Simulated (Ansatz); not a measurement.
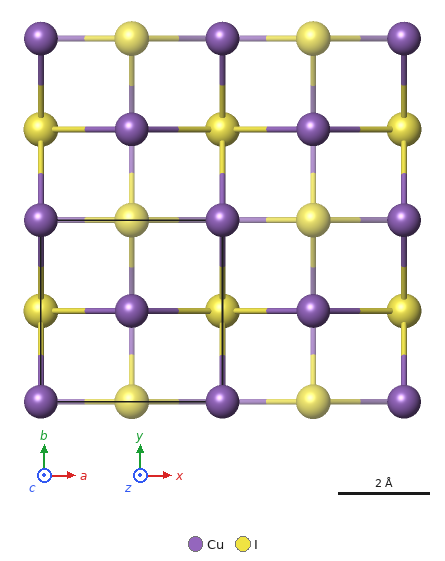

A scan of solid CuI (P4/nmm): the cell is strained along x and oppositely along y, with the atoms kept at their fractional coordinates. x, y and z are the Cartesian axes of the input. The picture shows the reference cell. Style: ball-and-stick. Shown: the cell of the calculation, repeated 2 × 2 × 1 with one cell outlined, along the c axis.

All numbers below come from DFT PBEsol, scalar-relativistic, plane waves, PAW in Ansatz 0.2.0. Settings: plane-wave cutoff 420 eV; k-point mesh 8 × 8 × 4; occupations gaussian; smearing width 0.05 eV; no spin polarisation. Energies (free energies at the smearing named) are counted from the relaxed crystal.

Input
```yaml
crystal:
  lattice:
    - [4.0019836263, 0.0, 0.0]
    - [0.0, 4.0019836263, 0.0]
    - [0.0, 0.0, 6.4805233832]
  atoms:
    - { symbol: Cu, position: [0.5, 0.5, 0.0] }
    - { symbol: Cu, position: [0.0, 0.0, 0.0] }
    - { symbol: I, position: [0.5, 0.0, 0.2615206259] }
    - { symbol: I, position: [0.0, 0.5, 0.7384793741] }
basis:
  ecutwfc: 420
kpoints:
  mp_grid: { grid: [8, 8, 4] }
hamiltonian:
  xc: pbesol
scf:
  occupations: { method: gaussian, width: 0.05 }
output:
  forces: true
  stress: true
  eigenvalues: true
```

Question: Predict the energy profile (the strain: −0.100, −0.050, 0.000, 0.025, 0.075).

Answer:
```csv
strain,E − E(ref) (meV/atom)
−0.100,141.9
−0.050,34.0
0.000,0.0
0.025,8.4
0.075,77.8
```

The lowest computed point lies at the strain 0.00 (0.0 meV/atom). The distortion takes the space group from P4/nmm to Pmmn. At the strain −0.10 the cell of the drawing goes a 4.002 → 3.602 Å, b 4.002 → 4.402 Å.
